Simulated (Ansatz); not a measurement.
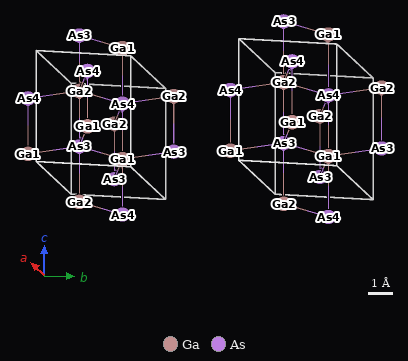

Two geometries of crystalline GaAs (built on the h-MgO (five-fold) type), drawn at one scale. One is the start of a relaxation, the other its converged end. A ball-and-stick model of the cell of the calculation, seen from a free direction.

These are results of DFT, PBEsol, plane waves, PAW in Ansatz, not measurements. (plane-wave cutoff 420 eV; k-point mesh 6 × 6 × 4; occupations fermi dirac; smearing width 0.03 eV; no spin polarisation; cell and atoms relaxed; force threshold 0.01 eV/Å; at most 120 steps)

Which geometry has the lower energy?

The right one is the relaxed one. No atom moves by more than 0.005 Å relative to the cell. Cell: a = b 4.113 → 4.269 Å (+3.8 %), c 5.141 → 5.634 Å (+9.6 %). Volume +18.1 %. Among the contacts that change: Ga1–As4 2.570 → 2.817 Å, Ga1–As3 2.375 → 2.464 Å. The space group stays P6_3/mmc (No. 194). The energy falls by 140 meV per atom in 9 accepted moves (12 points after the start). All forces vanish by symmetry, so only the cell relaxes. Pressure: 15.54 GPa at the start and 0.00 GPa at the end. The line search rejected the trial step at point 7 of the run. The SCF was repeated twice at an unchanged geometry on a basis and grid sized afresh for the cell, which shifted the energy by 1.5 meV per atom at most. Cost: 38 s on 2 threads of Arm Neoverse N1, on a shared host, peak memory 0.4 GiB.
